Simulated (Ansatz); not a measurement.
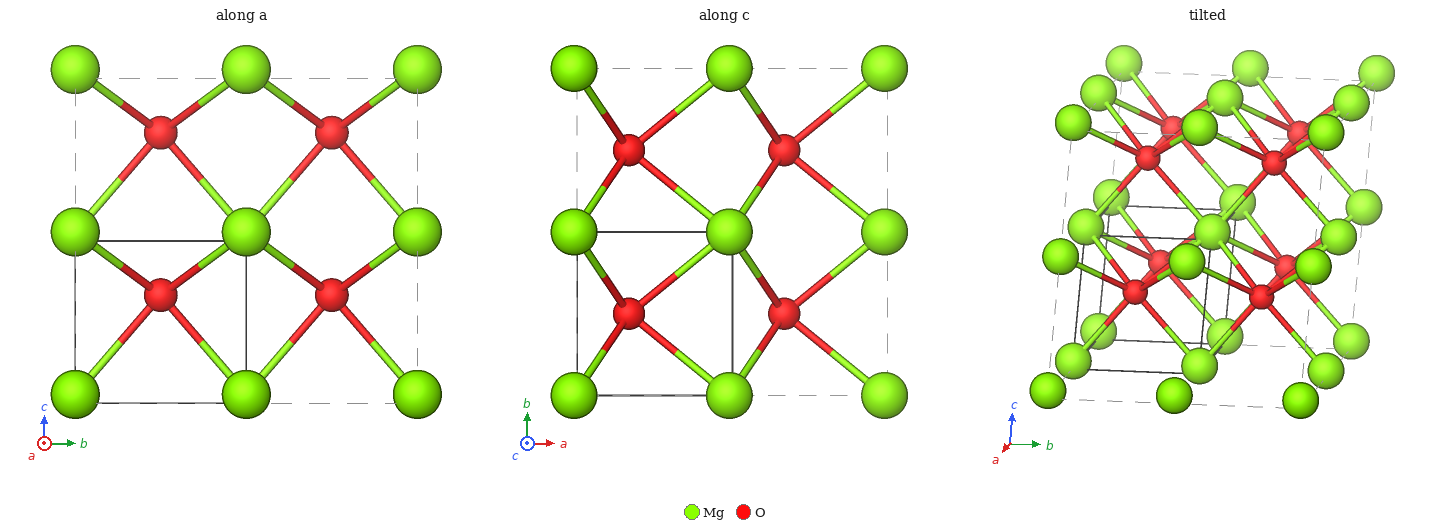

We look at a ball-and-stick model of the crystal along the a axis, along the c axis and slightly off an axis. The solid frame is a single conventional unit cell within a 2×2×2 block. Cell: a = 2.938 Å, b = 2.680 Å, c = 2.938 Å, α = 90.00°, β = 120.00°, γ = 90.00°.

Describe the crystal.

The formula is MgO. The lattice is primitive monoclinic and the space group Pm (No. 6). In the cell are 1 Mg, 1 O, which makes 1 formula unit. Each Mg has six O in a distorted trigonal prismatic arrangement at about 2.1 to 2.3 Å. About every O there are six Mg in a distorted trigonal prismatic arrangement at about 2.1 to 2.3 Å. The bonds build a three-dimensional framework.

The model was built from a structure listed in the Materials Project. The cell was then strained or its atoms displaced on purpose. A calculation with Ansatz used it as input.
